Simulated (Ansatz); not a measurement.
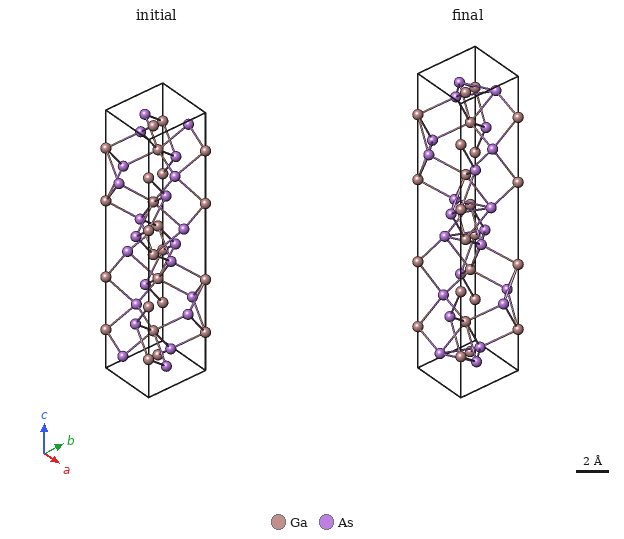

The structure of a crystal of Ga2As3 (built on the corundum_167 type) (coarse preliminary run) before (left) and after (right) a relaxation, at one scale.

The picture is a ball-and-stick view of the conventional cell (3 times the calculation's cell), seen slightly off an axis. Lengths and directions refer to the drawn axes.

Case: corundum type (R-3c, No. 167).

Level of theory: DFT PBE, scalar-relativistic, plane waves, PAW (Ansatz 0.2.0).

The input:
```yaml
crystal:
  lattice:
    - [3.1582285983, 1.8234041314, 5.748450322]
    - [-3.1582285983, 1.8234041314, 5.748450322]
    - [0.0, -3.6468082629, 5.748450322]
  atoms:
    - { symbol: Ga, position: [0.85218, 0.85218, 0.85218] }
    - { symbol: Ga, position: [0.64782, 0.64782, 0.64782] }
    - { symbol: Ga, position: [0.14782, 0.14782, 0.14782] }
    - { symbol: Ga, position: [0.35218, 0.35218, 0.35218] }
    - { symbol: As, position: [0.05625, 0.44375, 0.75] }
    - { symbol: As, position: [0.75, 0.05625, 0.44375] }
    - { symbol: As, position: [0.44375, 0.75, 0.05625] }
    - { symbol: As, position: [0.94375, 0.55625, 0.25] }
    - { symbol: As, position: [0.25, 0.94375, 0.55625] }
    - { symbol: As, position: [0.55625, 0.25, 0.94375] }
basis:
  ecutwfc: 420
kpoints:
  mp_grid: { grid: [3, 3, 3] }
hamiltonian:
  xc: pbe
scf:
  occupations: { method: gaussian, width: 0.1 }
  lower_state_search: "off"
output:
  forces: true
  stress: true
  eigenvalues: true
relax:
  adjacent_minimum: "off"
  f_tol: 0.04
  max_steps: 70
  cell: { stress_tol: 0.4 }
```

Command:
```bash
ansatz run input.yaml --threads 1 --pin off --max-ram 2560MiB --backend cpu --events-out ev --progress --plain --runs-dir out
```

**Describe what moved and what it gained.**

The largest moves relative to the cell, 0.33 Å, are those of As5, As6, As7, As8, As9 and As10. As10 goes along [−1 −1 0]. Largest moves by element: As 0.33 Å, Ga 0.16 Å. Cell: a = b 6.316 → 6.357 Å (+0.6 %), c 17.245 → 19.687 Å (+14.2 %). Volume +15.6 %. Near-neighbour distances that change, for instance: As5–As6 3.351 → 2.802 Å, Ga1–As10 2.462 → 2.652 Å, Ga1–As5 2.617 → 2.709 Å. Bond angles that change, for instance: Ga3–As10–Ga4 84.7° → 106.7°, As8–Ga3–As9 79.6° → 62.3°, As5–Ga3–As9 164.2° → 150.3°. The space group stays R-3c (No. 167). Over 5 accepted moves (6 points after the start) the energy falls by 124 meV per atom. The largest force component goes from 0.37 to 0.023 eV/Å. The pressure goes from 8.01 to −0.01 GPa. The SCF was repeated once at an unchanged geometry on a basis and grid sized afresh for the cell, which shifted the energy by 2.8 meV per atom at most.
